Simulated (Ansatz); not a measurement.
A series of calculations on Si₁₆H

## 1. Relaxation

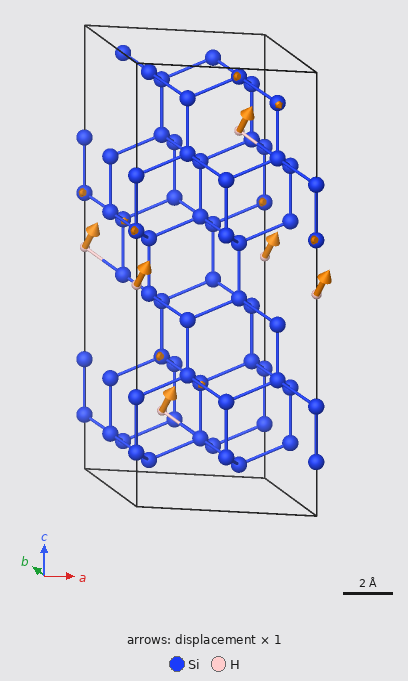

This is a relaxation of a defect cell of composition Si16H (cell charge +1). The starting structure is drawn; orange arrows show the displacements, at their true length.

A ball-and-stick model of the conventional cell (3 times the calculation's cell) (origin shifted), seen slightly off an axis. Lengths and directions refer to the drawn axes.

It is an interstitial H in diamond Si. The run prepares an end point of a later path (interstitial hop) calculation, from a guessed geometry.

These are results of DFT PBE, scalar-relativistic, plane waves, PAW in Ansatz 0.2.0, not measurements.

The input:
```yaml
crystal:
  lattice:
    - [0.0, 5.43, 5.43]
    - [5.43, 0.0, 5.43]
    - [5.43, 5.43, 0.0]
  atoms:
    - { symbol: Si, position: [0.0, 0.0, 0.0] }
    - { symbol: Si, position: [0.125, 0.125, 0.125] }
    - { symbol: Si, position: [0.0, 0.0, 0.5] }
    - { symbol: Si, position: [0.125, 0.125, 0.625] }
    - { symbol: Si, position: [0.0, 0.5, 0.0] }
    - { symbol: Si, position: [0.125, 0.625, 0.125] }
    - { symbol: Si, position: [0.0, 0.5, 0.5] }
    - { symbol: Si, position: [0.125, 0.625, 0.625] }
    - { symbol: Si, position: [0.5, 0.0, 0.0] }
    - { symbol: Si, position: [0.625, 0.125, 0.125] }
    - { symbol: Si, position: [0.5, 0.0, 0.5] }
    - { symbol: Si, position: [0.625, 0.125, 0.625] }
    - { symbol: Si, position: [0.5, 0.5, 0.0] }
    - { symbol: Si, position: [0.625, 0.625, 0.125] }
    - { symbol: Si, position: [0.5, 0.5, 0.5] }
    - { symbol: Si, position: [0.625, 0.625, 0.625] }
    - { symbol: H, position: [0.3647453, 0.3737347, 0.3792953] }
total_charge: 1
basis:
  ecutwfc: 420.0
kpoints:
  mp_grid: { grid: [2, 2, 2] }
hamiltonian:
  xc: pbe
scf:
  occupations: { method: gaussian, width: 0.02 }
  lower_state_search: "off"
relax:
  f_tol: 0.03
  max_steps: 60
  adjacent_minimum: "off"
```

Launched with:
```bash
ansatz run input.yaml --threads 1 --pin off --max-ram 3072MiB --backend cpu --events-out ev --progress --plain --runs-dir out
```

> What did the optimiser do to the structure, and how much energy did it gain?

Over 13 geometry steps the energy falls by 1.124 eV per cell of the calculation. Largest force component: 0.36 eV/Å at the start, 0.013 eV/Å at the end. The atom that moves furthest is H17 (1.43 Å along [1 −1 1]). By element the largest moves are H 1.43 Å, Si 0.34 Å. The cell stays as it was. Near-neighbour distances that change, for instance: Si4–H17 2.653 → 1.604 Å, Si7–H17 2.287 → 1.607 Å, Si4–Si7 2.351 → 2.939 Å, Si11–H17 2.344 → 2.668 Å. New bonds form: Si4–H17 (2.65 → 1.60 Å), Si7–H17 (2.29 → 1.61 Å). Among the angles between lasting bonds that change: Si7–Si16–Si11 109.5° → 95.2°, Si4–Si1–Si6 109.5° → 97.0°, Si4–Si3–Si8 109.5° → 97.9°.

Limits of the set-up: the periodic images lie only 7.7 Å apart, so the values are limited by the cell's size; the cell is charged, on a uniform background, and energies carry no finite-size correction.

## 2. Relaxation

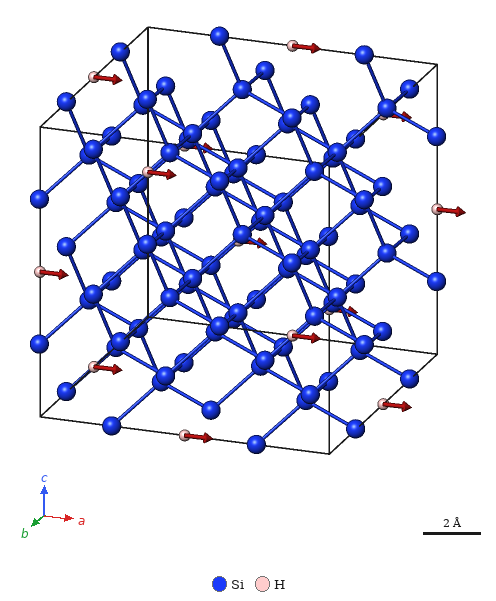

This is a relaxation of a defect cell of composition Si16H (cell charge +1). The starting structure is drawn; red arrows show the displacements, at their true length.

A ball-and-stick model of the conventional cell (4 times the calculation's cell) (origin shifted), seen from a free direction. Lengths and directions refer to the drawn axes.

It is an interstitial H in diamond Si. The run prepares an end point of a later path (interstitial hop) calculation, from a guessed geometry.

Level of theory: DFT PBE, scalar-relativistic, plane waves, PAW in Ansatz 0.2.0.

Input file:
```yaml
crystal:
  lattice:
    - [0.0, 5.43, 5.43]
    - [5.43, 0.0, 5.43]
    - [5.43, 5.43, 0.0]
  atoms:
    - { symbol: Si, position: [0.0, 0.0, 0.0] }
    - { symbol: Si, position: [0.125, 0.125, 0.125] }
    - { symbol: Si, position: [0.0, 0.0, 0.5] }
    - { symbol: Si, position: [0.125, 0.125, 0.625] }
    - { symbol: Si, position: [0.0, 0.5, 0.0] }
    - { symbol: Si, position: [0.125, 0.625, 0.125] }
    - { symbol: Si, position: [0.0, 0.5, 0.5] }
    - { symbol: Si, position: [0.125, 0.625, 0.625] }
    - { symbol: Si, position: [0.5, 0.0, 0.0] }
    - { symbol: Si, position: [0.625, 0.125, 0.125] }
    - { symbol: Si, position: [0.5, 0.0, 0.5] }
    - { symbol: Si, position: [0.625, 0.125, 0.625] }
    - { symbol: Si, position: [0.5, 0.5, 0.0] }
    - { symbol: Si, position: [0.625, 0.625, 0.125] }
    - { symbol: Si, position: [0.5, 0.5, 0.5] }
    - { symbol: Si, position: [0.625, 0.625, 0.625] }
    - { symbol: H, position: [0.24640896, 0.25260344, 0.25260243] }
total_charge: 1
basis:
  ecutwfc: 420.0
kpoints:
  mp_grid: { grid: [2, 2, 2] }
hamiltonian:
  xc: pbe
scf:
  occupations: { method: gaussian, width: 0.02 }
  lower_state_search: "off"
relax:
  f_tol: 0.03
  max_steps: 60
  adjacent_minimum: "off"
```

Run as
```bash
ansatz run input.yaml --threads 1 --pin off --max-ram 3072MiB --backend cpu --events-out ev --progress --plain --runs-dir out
```

### Atoms of which element are displaced furthest, and by how much?

Hydrogen: up to 1.08 Å, against 0.14 Å for silicon.

### Describe the change and its energy.

The atom that moves furthest is H17 (1.08 Å along +a). By element the largest moves are H 1.08 Å, Si 0.14 Å. The cell doesn't change. Among the contacts that change: Si7–H17 2.687 → 1.579 Å, Si4–H17 2.335 → 2.035 Å, Si4–Si7 2.351 → 2.473 Å, Si11–Si12 2.351 → 2.335 Å. New bonds form: Si7–H17 (2.69 → 1.58 Å). Among the angles between lasting bonds that change: Si4–Si1–Si6 109.5° → 101.4°, Si2–Si1–Si10 109.5° → 113.8°, Si1–Si4–Si7 109.5° → 105.8°. The energy falls by 0.774 eV per cell of the calculation in 11 accepted moves (13 points after the start). The largest force component goes from 0.3 to 0.0088 eV/Å. The line search rejected the trial step at point 7 of the run. 1 step only repeated the SCF at the same geometry. Cost: 58 s on 1 thread of Intel(R) Xeon(R) Platinum 8259CL CPU @ 2.50GHz (Skylake/Cascade Lake), on a shared host, peak memory 0.58 GiB.

Limits of the set-up: the k-point mesh is coarse for a cell with partly filled bands; the periodic images lie only 7.7 Å apart, so the values are limited by the cell's size; the cell is charged, on a uniform background, and energies carry no finite-size correction.

## 3. Path

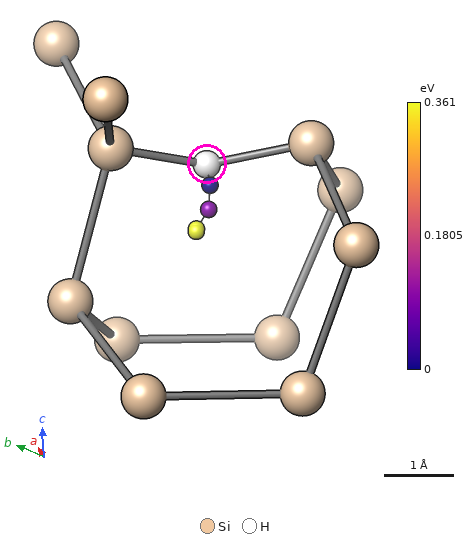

A nudged-elastic-band calculation for Si with an interstitial H (17 atoms in the cell, charge +1). Images are numbered from 0 (start) to 4 (end). The start is drawn whole; smaller spheres mark the moving atoms (H) in the later images, joined by lines and coloured by the energy of the image relative to the start. The picture is a ball-and-stick view of the atoms within 3.5 Å of the middle of the path, seen from a free direction. The moving atom is ringed, with any periodic copies. Bonds to atoms that aren't drawn are left out.

The calculation used DFT PBE, scalar-relativistic, plane waves, PAW in Ansatz 0.2.0.

Input file:
```yaml
crystal:
  lattice:
    - [0.0, 5.43, 5.43]
    - [5.43, 0.0, 5.43]
    - [5.43, 5.43, 0.0]
  atoms:
    - { symbol: Si, position: [0.00383341, 0.01977342, -0.00570621] }
    - { symbol: Si, position: [0.13992239, 0.13847448, 0.11234723] }
    - { symbol: Si, position: [0.00507519, 0.01438461, 0.48533667] }
    - { symbol: Si, position: [0.15829748, 0.08161651, 0.63008113] }
    - { symbol: Si, position: [0.00704659, 0.5114047, -0.00791757] }
    - { symbol: Si, position: [0.13538498, 0.64538499, 0.10299294] }
    - { symbol: Si, position: [0.00208363, 0.5504033, 0.47370605] }
    - { symbol: Si, position: [0.13677551, 0.64013861, 0.61885432] }
    - { symbol: Si, position: [0.51195945, 0.00240777, -0.00649493] }
    - { symbol: Si, position: [0.63098349, 0.12578631, 0.12351888] }
    - { symbol: Si, position: [0.53129026, -0.0240669, 0.49688486] }
    - { symbol: Si, position: [0.6320935, 0.12419357, 0.62109618] }
    - { symbol: Si, position: [0.50879977, 0.49934642, 0.00230555] }
    - { symbol: Si, position: [0.6347083, 0.62998125, 0.118106] }
    - { symbol: Si, position: [0.51005971, 0.49758865, 0.49037155] }
    - { symbol: Si, position: [0.63964896, 0.60114067, 0.62974647] }
    - { symbol: H, position: [0.1767827, 0.31577635, 0.49406618] }
total_charge: 1
basis:
  ecutwfc: 420.0
kpoints:
  mp_grid: { grid: [2, 2, 2] }
hamiltonian:
  xc: pbe
scf:
  occupations: { method: gaussian, width: 0.02 }
  lower_state_search: "off"
neb:
  images: 3
  f_tol: 0.05
  initial_path: idpp
  max_iterations: 37
  final_atoms:
    - { symbol: Si, position: [-0.00411829, 0.00395618, 0.00395618] }
    - { symbol: Si, position: [0.13329197, 0.12162489, 0.12162489] }
    - { symbol: Si, position: [0.00609511, -0.00850168, 0.49651845] }
    - { symbol: Si, position: [0.13228549, 0.1034225, 0.63166859] }
    - { symbol: Si, position: [0.00609511, 0.49651845, -0.00850168] }
    - { symbol: Si, position: [0.13228549, 0.63166859, 0.1034225] }
    - { symbol: Si, position: [0.00218755, 0.49784158, 0.49784158] }
    - { symbol: Si, position: [0.14230209, 0.61534292, 0.61534292] }
    - { symbol: Si, position: [0.50597354, -0.00612104, -0.00612104] }
    - { symbol: Si, position: [0.62313136, 0.12164228, 0.12164228] }
    - { symbol: Si, position: [0.50553856, -0.00834034, 0.49654104] }
    - { symbol: Si, position: [0.6337504, 0.11251488, 0.6198242] }
    - { symbol: Si, position: [0.50553856, 0.49654104, -0.00834034] }
    - { symbol: Si, position: [0.6337504, 0.6198242, 0.11251488] }
    - { symbol: Si, position: [0.51338262, 0.48677943, 0.48677943] }
    - { symbol: Si, position: [0.62709529, 0.61546681, 0.61546681] }
    - { symbol: H, position: [0.14782371, 0.35242225, 0.35242225] }
  order_check: true
```

Command:
```bash
ansatz run input.yaml --threads 1 --pin off --max-ram 3072MiB --backend cpu --events-out ev --progress --plain --runs-dir out
```

Describe the path and its energy.

The H atom travels furthest, 1.09 Å from end to end, along [−1 1 −3], on a path that bends up to 0.18 Å away from the straight line. No barrier shows: the energy is highest at the end, and the end lies 0.36 eV above the start. The band converged in 14 iterations. The largest component of the band force went from 0.91 to 0.037 eV/Å.

Limits of the set-up: the k-point mesh is coarse for a cell with partly filled bands; the periodic images lie only 7.7 Å apart, so the values are limited by the cell's size; the cell is charged, on a uniform background, and energies carry no finite-size correction.

The run took 8.2 min on 1 thread of Intel(R) Xeon(R) Platinum 8259CL CPU @ 2.50GHz (Skylake/Cascade Lake) (shared host), peak memory 0.84 GiB.
